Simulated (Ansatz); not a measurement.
# BiSe₄: what the fields show

Input

```
crystal:
  lattice:
    - [5.9186037574, 0.0, 0.0]
    - [0.0, 5.9186037574, 0.0]
    - [0.0, 0.0, 7.6296429364]
  atoms:
    - { symbol: Bi, position: [0.0, 0.0, 0.75] }
    - { symbol: Bi, position: [0.0, 0.0, 0.25] }
    - { symbol: Se, position: [0.1524753256, 0.6271272916, 0.5] }
    - { symbol: Se, position: [0.6271272916, 0.8475246744, 0.5] }
    - { symbol: Se, position: [0.1524753256, 0.3728727084, 0.0] }
    - { symbol: Se, position: [0.6271272916, 0.1524753256, 0.0] }
    - { symbol: Se, position: [0.8475246744, 0.3728727084, 0.5] }
    - { symbol: Se, position: [0.3728727084, 0.8475246744, 0.0] }
    - { symbol: Se, position: [0.8475246744, 0.6271272916, 0.0] }
    - { symbol: Se, position: [0.3728727084, 0.1524753256, 0.5] }
basis:
  ecutwfc: 420
kpoints:
  mp_grid: { grid: [6, 6, 4] }
hamiltonian:
  xc: pbe
scf:
  occupations: { method: gaussian, width: 0.1 }
output:
  forces: true
  stress: true
  eigenvalues: true
  write_density: true
  write_potential: true
  elf: true
  volumetric_format: npy
relax:
  adjacent_minimum: "off"
  f_tol: 0.01
  max_steps: 30
  cell: { stress_tol: 0.1, fix: [volume] }
```

Launched as:

```sh
ansatz run input.yaml --threads 1 --pin off --max-ram 2560MiB --backend cpu --events-out ev --progress --plain --runs-dir out
```

Below, planes, directions and counts refer to the conventional cell (a = 5.93 Å, b = 5.93 Å, c = 7.60 Å, α = 90.00°, β = 90.00°, γ = 90.00°).

The fields are those of the run's last geometry, not of the input's.

Space group P4/mcc; a generated structure, not necessarily the stable one; changed on purpose from its base cell (volume × 0.94, shape and atoms relaxed).

Level of theory: DFT PBE, scalar-relativistic, plane waves, PAW (Ansatz 0.2.0).

The density is the valence pseudo-density of a PAW calculation; it isn't the true density close to the nuclei.

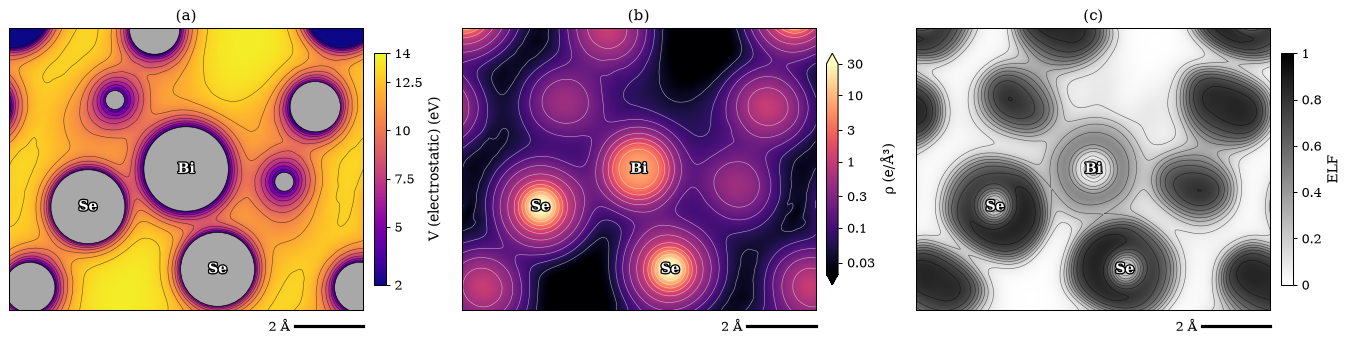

Figure 1. (a) electrostatic potential (local pseudopotential plus Hartree) felt by an electron; (b) valence charge density (pseudo); (c) ELF on the (111) plane of the conventional cell. Grey discs cover the atomic cores in the potential map.

**Read the bonding off the picture.**

The plane passes through Bi and Se nuclei. Atoms just off the plane (Se, 0.8 Å away) can leave unmarked features too. Bi–Se (3.08 Å): the density is about 0.23 e/Å³ at the midpoint; the ELF is about 0.35 at the midpoint. Between the atoms the lowest density in this plane is 0.006 e/Å³. The ELF also peaks beside Se, away from the bonds: lone-pair regions. The features right at Bi lie inside the PAW spheres, where the map follows smoothed inner orbitals and isn't to be read closely. Outside the cores the potential energy rises away from the atoms and is highest about 2.8 Å from the nearest atoms; its zero is arbitrary.

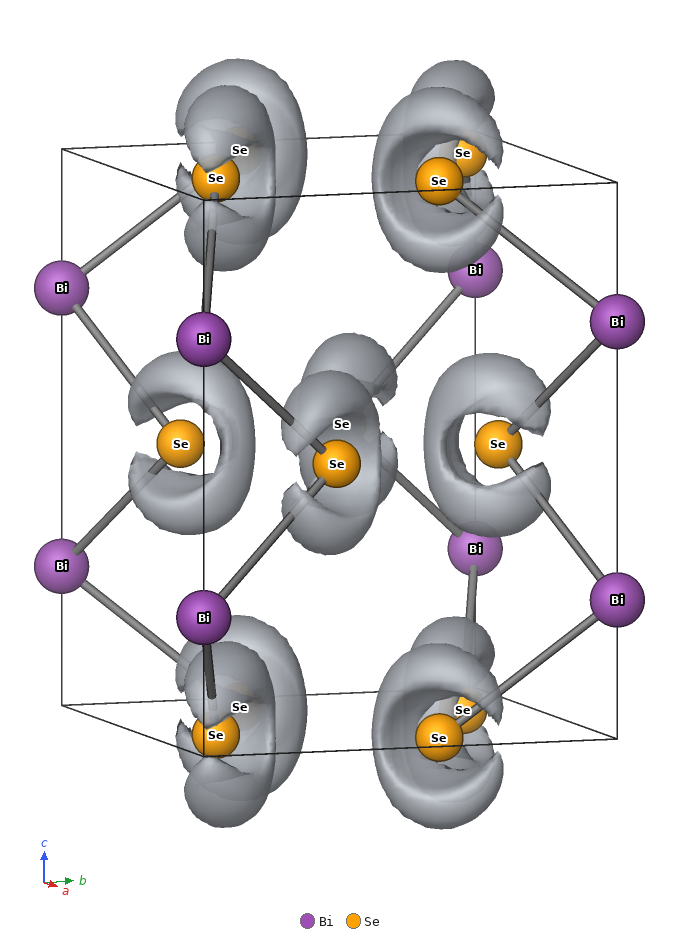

Figure 2. Isosurface of the electron localisation function at 0.8 (grey), seen slightly off an axis. Only the valence region is drawn (cores and ρ < 0.01 e/Å³ removed). Sticks mark near contacts.

**Identify the bonds, lone pairs and shells in this picture.**

The surface consists of eight regions wrapped around Se (the valence shell of each), counted in one cell of 10 atoms. Any copies at cell faces, edges or corners count once. Profiles from the grid: Se–Se (2.39 Å): the ELF peaks at about 0.70 between the atoms.

**Metal or insulator at this level of theory?**

It is gapless in this calculation (a metal or semimetal).
